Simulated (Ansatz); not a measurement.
**Single-point calculation, with input and output: TaN**

TaN (6 atoms in the cell), computed with DFT, PBEsol, plane waves, PAW, no spin polarisation (Ansatz 0.2.0).

The structure derives from an entry of the Crystallography Open Database.

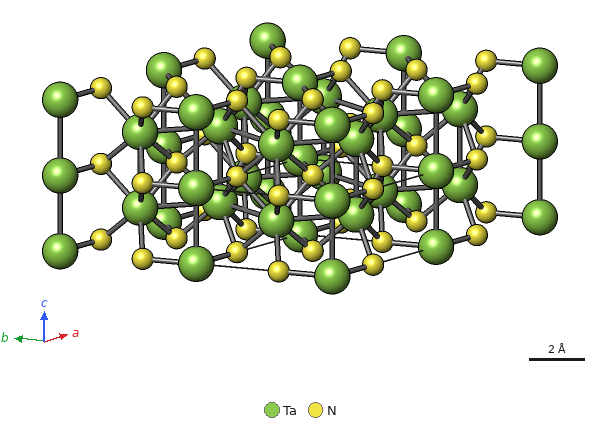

The input geometry (ball-and-stick view of the cell of the calculation, repeated 2 × 2 × 2, seen at an oblique angle). An atom can appear more than once, as a periodic image.

The input
```yaml
crystal:
  lattice:
    - [5.1789208721, 0.0, 0.0]
    - [-2.589460436, 4.4850770395, 0.0]
    - [0.0, 0.0, 2.8959972706]
  atoms:
    - { symbol: Ta, position: [0.3333333333, 0.6666666667, 0.5] }
    - { symbol: Ta, position: [0.6666666667, 0.3333333333, 0.5] }
    - { symbol: Ta, position: [0.0, 0.0, 0.0] }
    - { symbol: "N", position: [0.3933709415, 0.0, 0.0] }
    - { symbol: "N", position: [0.6066290585, 0.6066290585, 0.0] }
    - { symbol: "N", position: [0.0, 0.3933709415, 0.0] }
  symmetry: { detect: false }
basis:
  ecutwfc: "18.4 Ry"
kpoints:
  mp_grid: { grid: [12, 12, 12] }
hamiltonian:
  xc: pbesol
scf:
  occupations: { method: gaussian, width: 0.1 }
  lower_state_search: "off"
output:
  forces: true
  eigenvalues: true
  stress: true
```

Launched with:
```bash
ansatz run input.yaml --threads 2 --pin off --max-ram 5120MiB --backend cpu --events-out ev --progress --plain --runs-dir out
```

The program's output
```
Warning: basis.ecutwfc = 250.34475346308957 eV is below the records' recommended 420 eV, and the density's cutoff is lower with it unless basis.ecutrho_ratio is high enough to keep the records' density cutoff: compare with a run at a higher cutoff
Engine: ansatz 0.2.0, x86_64-unknown-linux-gnu
Pseudopotentials: kind: paw
Pseudopotential: Ta, paw, valence charge 13, recommended cutoff 420 eV (normal), Ta.paw.azcp
Pseudopotential: N, paw, valence charge 5, recommended cutoff 420 eV (normal), N.paw.azcp
Functional definition: PBEsol
  exchange = pbesol_x
  correlation = pbesol_c
Crystal: 6 atoms, lattice volume = 67.268 Å³
Basis set: ecut = 250.34475346308957 eV, 607 PW (Γ), exchange–correlation on 54×54×30 points (8 copies of the dense FFT grid, shifted against one another)
Bands: 33, of which v1, the nominal top of the filled ones, is band 27 counted from 1 (26 counted from 0)
Symmetry: 1 space group operations
k-points: 868 of 1728 (time reversal used)
Non-local potential: Ta, projectors of the file, l = 0: 3, l = 1: 2, l = 2: 2, l = 3: 1
Non-local potential: N, projectors of the file, l = 0: 2, l = 1: 2, l = 2: 1
PAW form: soft (Blöchl's): semilocal exchange-correlation on the pseudo side does not see the compensation charge
PAW frozen core: Ta, regenerated for the run's functional, and the local potential with it (the file was generated under x = pbe(κ = 0.804, μ = 0.2195149727645171), c = pbe(β = 0.06672455060314922))
PAW frozen core: N, regenerated for the run's functional, and the local potential with it (the file was generated under x = pbe(κ = 0.804, μ = 0.2195149727645171), c = pbe(β = 0.06672455060314922))
PAW one-centre angular grid: Ta, 590 points (default); XC on 64 Gauss nodes
PAW one-centre angular grid: N, 110 points (default); XC on 64 Gauss nodes
Initial density: superposition of atomic densities (neutral atoms: chi_scale 0, normalization atom), corrected by the library's trained network
Initial wavefunctions: pseudopotential atomic-orbital guess
Functional: x = pbesol(κ = 0.804, μ = 0.12345679012345678), c = pbesol(β = 0.046)
SCF iter   1: F=—  HF=-30559.787890 eV  |F-HF|=—  |Δ(HF+E_count)|=         —  Δρ=3.66e-2  dr2=5.29e-1  ethr=1.77e-3  ⟨swp⟩=4.9  Hψ=115519  notcnv=0
preconditioner: auto → Kerker (q_TF=auto, 2.630 Å⁻¹)  [metal: Δε(μ)=0.044 eV  Ē_g=9.523 eV  σ=0.100 eV  W_gap=0.24  n_scr=26 (ndim 8)  ℏωp=24.8 eV  f_vac=0.000  D(μ)=0.53/eV (n_scr^D=0)]
SCF iter   2: F=—  HF=-30559.657591 eV  |F-HF|=—  |Δ(HF+E_count)|=   1.30e-1  Δρ=1.24e-2  dr2=3.29e-2  ethr=9.80e-4  ⟨swp⟩=2.0  Hψ=51143  notcnv=0  defer=1250
SCF iter   3: F=—  HF=-30559.655594 eV  |F-HF|=—  |Δ(HF+E_count)|=   2.00e-3  Δρ=5.34e-3  dr2=7.64e-3  ethr=6.10e-5  ⟨swp⟩=2.5  Hψ=41030  notcnv=0  defer=1250
SCF iter   4: F=—  HF=-30559.655304 eV  |F-HF|=—  |Δ(HF+E_count)|=   2.90e-4  Δρ=4.91e-4  dr2=1.56e-4  ethr=1.42e-5  ⟨swp⟩=2.6  Hψ=45157  notcnv=0  defer=1250
SCF iter   5: F=—  HF=-30559.655271 eV  |F-HF|=—  |Δ(HF+E_count)|=   3.24e-5  Δρ=1.10e-4  dr2=8.70e-6  ethr=2.89e-7  ⟨swp⟩=2.6  Hψ=40597  notcnv=0  defer=1250
SCF iter   6: F=—  HF=-30559.655544 eV  |F-HF|=—  |Δ(HF+E_count)|=   2.73e-4  Δρ=2.05e-5  dr2=4.64e-7  ethr=1.61e-8  ⟨swp⟩=2.0  Hψ=39050  notcnv=0  defer=1250
SCF iter   7: F=-30559.655544 eV  HF=-30559.655544 eV  |F-HF|=4.70e-9  |Δ(HF+E_count)|=   8.57e-8  Δρ=4.71e-6  dr2=1.25e-8  ethr=1.85e-10  ⟨swp⟩=9.2  Hψ=113655  notcnv=0
SCF 1 converged in 7 iterations: F = -30559.655544 eV  dr2 = 1.25e-8
  greatest PAW one-centre occupation: 0.998 electrons in one spin orbital (limit 2), on the Ta atom at site 1 (counted from 0), in its partial waves of l = 0
```

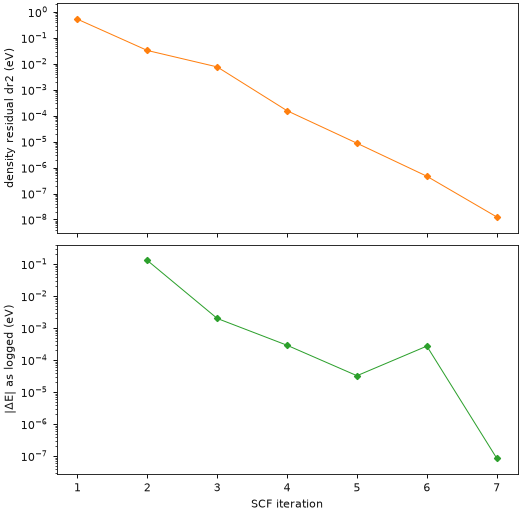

Convergence of the self-consistent field: density residual dr2 and size of the energy change against the SCF iteration. The residual falls at every step.

```
SCF converged after 7 iterations
Free energy (F): -30559.655544 eV
Harris-Foulkes:  -30559.655544 eV  (|F-HF|=4.70e-9)
Internal energy: -30559.653297 eV  (E = F + TS)
E sigma→0 (E₀):  -30559.654421 eV
Entropy (-TS):   -0.002247 eV (-0.375 meV/atom)
Fermi energy:    19.937611 eV
--- Per-component energies (eV) ---
  E_band       = -213.605080
  E_kinetic    = 1505.913298
  E_local      = -2002.881104  (includes V_loc(G=0)·N_el)
  E_nonlocal   = 177.527604
  E_hartree    = 677.777091
  E_xc         = -836.216363
  E_vxc        = -848.392505  (∫ρ·V_xc dr)
  E_paw        = -25182.687820  (= ΣΔE_a)
  E_vpaw       = -401.335252  (= ΣTr[D̂ρ^β])
  E_aug_tail   = 0.007443  (compensation charges beyond the density's cutoff)
  E_ewald      = -4899.818683
  E_core_change = 0.725236  (= ΣΔE_core)
  E_smearing   = -0.002247  (= −TS)
  E_closure    = -0.000000  (closes the sum)
  Σ components = -30559.655544   (vs F -30559.655544, Δ=0.00e0)
--- Forces (eV/Å), atoms counted from 1 ---
  atom   1  Ta     0.00001268    -0.00000859     0.00000001
  atom   2  Ta    -0.00000371     0.00001488     0.00000000
  atom   3  Ta    -0.00001306    -0.00000915    -0.00000000
  atom   4  N      0.01996143     0.00000023    -0.00000001
  atom   5  N     -0.00998169    -0.01728911    -0.00000001
  atom   6  N     -0.00998084     0.01728812    -0.00000001
  max |Σ_I F_I| component: 5.18e-6 eV/Å
--- Stress (GPa, compression-positive) ---
       -1.762393       0.000009      -0.000000
        0.000009      -1.762366      -0.000000
       -0.000000      -0.000000      -1.557046
  P = ⅓ Tr σ = -1.6939 GPa (-16.939 kbar)
--- Band table (eV; the first three rows and the last of 868) ---
  k-point 0: bands = ["-49.5302", "-49.4829", "-48.8805", "-16.3436", "-16.3436", "-15.9757", "-15.9757", "-15.7827", "-15.6715", "-15.5290", "-15.5290", "-14.8690", "1.2940", "4.0447", "4.0447", "10.3337", "13.2018", "13.2018", "13.2883", "14.0570", "14.0570", "14.7828", "14.7828", "15.5537", "16.6311", "17.8848", "18.9141", "18.9141", "20.4369", "20.4369", "21.6746", "21.7755", "21.7755"]
  k-point 1: bands = ["-49.5270", "-49.4798", "-48.8778", "-16.3315", "-16.3315", "-15.9667", "-15.9667", "-15.8550", "-15.7332", "-15.5266", "-15.5266", "-14.9237", "1.4295", "4.0072", "4.0072", "10.5882", "13.0869", "13.0869", "13.4113", "13.9537", "13.9537", "14.7548", "14.7548", "15.1633", "16.7746", "18.2487", "18.5738", "18.5738", "20.8613", "20.8613", "21.7980", "21.8325", "21.8325"]
  k-point 2: bands = ["-49.5181", "-49.4713", "-48.8702", "-16.3041", "-16.3041", "-16.0300", "-15.9371", "-15.9371", "-15.8886", "-15.5257", "-15.5257", "-15.0571", "1.8086", "3.8960", "3.8960", "11.2600", "12.7268", "12.7268", "13.5090", "13.8833", "13.8834", "14.5042", "14.5651", "14.5651", "17.5054", "18.1627", "18.1627", "19.0684", "21.3025", "21.3025", "21.8247", "21.8247", "22.1424"]
  k-point 867: bands = ["-49.4665", "-49.4514", "-48.8389", "-16.6499", "-16.5520", "-16.2091", "-16.1073", "-15.8895", "-15.7517", "-15.5396", "-15.5383", "-15.5075", "3.1676", "3.5546", "3.9164", "11.1301", "11.9996", "12.1207", "12.1275", "12.8492", "13.4872", "14.3671", "15.1381", "15.7813", "16.5391", "17.8798", "18.8710", "20.3518", "21.1955", "23.1514", "23.1741", "23.3183", "23.6642"]
```

Results in brief

- outcome: converged
- space group (tolerance 0.01 Å): P-62m (189)
- electrons treated: 54
- free energy: −30559.6555 eV
- Fermi energy: 19.938 eV
- gap on the k-point mesh: none (metallic)
- pressure: −1.69 GPa
- largest force (length of the vector): 0.020 eV/Å
- hardware: 2 threads of Intel Xeon @ 2.70GHz, 189 GiB of memory available, shared host
- wall time: 45 s (CPU time 88 s)
- peak memory: 1.1 GiB

Settings chosen away from the usual ones: crystal.symmetry set to {"detect": false}; basis.ecutwfc set to 18.4 Ry (from 420); scf.lower_state_search set to off. These settings are looser than, or depart from, a standard set-up, so the numbers are not reference values for this system. Warnings of the run: the cutoff is below the recommended one. Spin–orbit coupling is left out, which matters for Ta.
